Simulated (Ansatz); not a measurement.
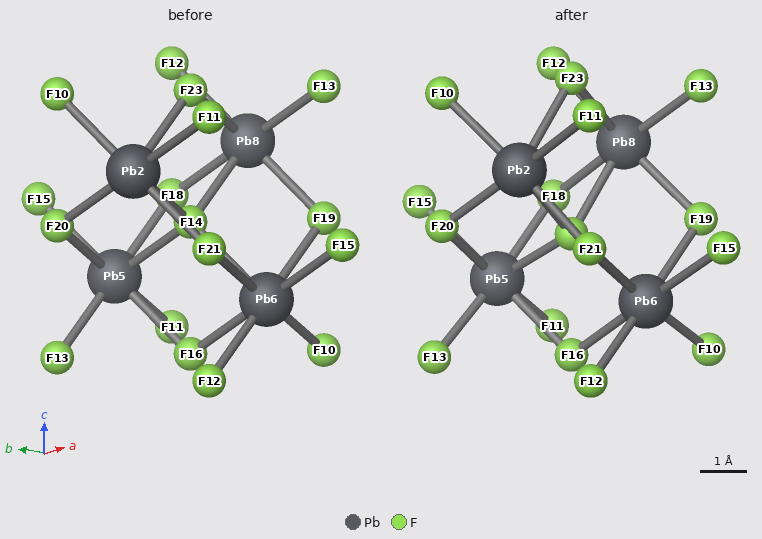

The structure of a defect cell of composition Pb$_{8}$F$_{15}$ (cell charge +1) (started half-way along a vacancy jump, in the symmetry of that start) before (left) and after (right) a relaxation, at one scale.

A ball-and-stick model of the atoms within 4.2 Å of the atom that moves most (axes of the conventional cell (2 times the calculation's cell) (origin shifted)), seen from a free direction. Lengths and directions refer to the drawn axes.

Level of theory: DFT PBEsol, scalar-relativistic, plane waves, PAW in Ansatz.

Input
```yaml
crystal:
  lattice:
    - [0.0, -5.8988066294, -5.8988066294]
    - [-5.8988066294, -5.8988066294, 0.0]
    - [-5.8988066294, 0.0, -5.8988066294]
  atoms:
    - { symbol: Pb, position: [0.5, 0.0, 0.0] }
    - { symbol: Pb, position: [0.5, 0.5, 0.0] }
    - { symbol: Pb, position: [0.5, 0.0, 0.5] }
    - { symbol: Pb, position: [0.5, 0.5, 0.5] }
    - { symbol: Pb, position: [1.0, 0.0, 0.0] }
    - { symbol: Pb, position: [1.0, 0.5, 0.0] }
    - { symbol: Pb, position: [1.0, 0.0, 0.5] }
    - { symbol: Pb, position: [1.0, 0.5, 0.5] }
    - { symbol: F, position: [0.375, 0.875, 0.375] }
    - { symbol: F, position: [0.375, 0.375, 0.875] }
    - { symbol: F, position: [0.375, 0.875, 0.875] }
    - { symbol: F, position: [0.875, 0.375, 0.375] }
    - { symbol: F, position: [0.875, 0.875, 0.375] }
    - { symbol: F, position: [0.875, 0.375, 0.875] }
    - { symbol: F, position: [0.875, 0.875, 0.875] }
    - { symbol: F, position: [0.125, 0.125, 0.125] }
    - { symbol: F, position: [0.25, 0.5, 0.25] }
    - { symbol: F, position: [0.125, 0.125, 0.625] }
    - { symbol: F, position: [0.125, 0.625, 0.625] }
    - { symbol: F, position: [0.625, 0.125, 0.125] }
    - { symbol: F, position: [0.625, 0.625, 0.125] }
    - { symbol: F, position: [0.625, 0.125, 0.625] }
    - { symbol: F, position: [0.625, 0.625, 0.625] }
total_charge: 1
basis:
  ecutwfc: 420
kpoints:
  mp_grid: { grid: [4, 4, 4] }
hamiltonian:
  xc: pbesol
scf:
  occupations: { method: gaussian, width: 0.05 }
output:
  forces: true
  stress: true
  eigenvalues: true
  write_density: true
  write_potential: true
  elf: true
  volumetric_format: npy
relax:
  adjacent_minimum: "off"
  f_tol: 0.02
  max_steps: 60
  escape_saddle: false
```

Run as
```bash
ansatz run input.yaml --threads 4 --pin off --max-ram 9216MiB --backend cpu --events-out ev --progress --plain --runs-dir out
```

Summarise the run.

Answer. After 4 geometry steps the energy has fallen by 0.838 eV per cell of the calculation. Largest force component: 2.2 eV/Å at the start, 0.0068 eV/Å at the end. The largest moves, 0.26 Å, are those of F14 and F23. F14 goes along −c. Largest moves by element: F 0.26 Å, Pb 0.19 Å. The cell stays as it was. Some distances before and after: Pb5–F14 2.554 → 2.396 Å, Pb5–F16 2.554 → 2.506 Å, Pb2–F10 2.554 → 2.516 Å, Pb5–F18 2.554 → 2.527 Å. Bond angles that change, for instance: Pb5–F14–Pb6 109.5° → 116.8°, F14–Pb5–F16 70.5° → 67.1°, F18–Pb5–F20 109.5° → 106.8°.

Limits of the set-up: the periodic images lie only 8.3 Å apart, so the values are limited by the cell's size; the cell is charged, on a uniform background, and energies carry no finite-size correction.
